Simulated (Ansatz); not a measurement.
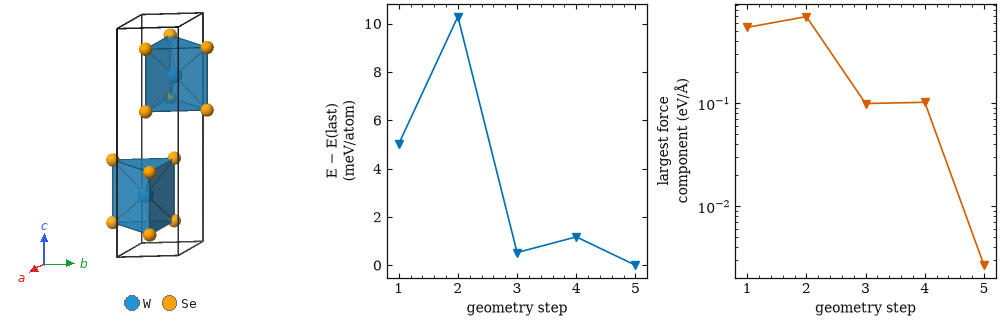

Beside the plot: the structure at the start.

History of a geometry optimisation. The volume is held, while cell shape and atoms may move. A closing SCF on a freshly chosen basis isn't drawn.

- system: WSe₂ (P-3m1, 6 atoms in the cell; volume × 0.91, shape and atoms relaxed)
- method: DFT PBE+D3(BJ), scalar-relativistic, plane waves, PAW in Ansatz; cutoff 420 eV, 9×9×2 k-mesh, Gaussian smearing of 0.02 eV

### How did the optimisation end?

The optimisation met its thresholds at geometry 5, counting the start as the first. The energy fell by about 5 meV/atom from the first step to the last. Steps 2 and 4 went uphill and were rejected by the line search. The largest force component goes from about 0.55 eV/Å at the start to 2.7 × 10⁻³ eV/Å at the end.
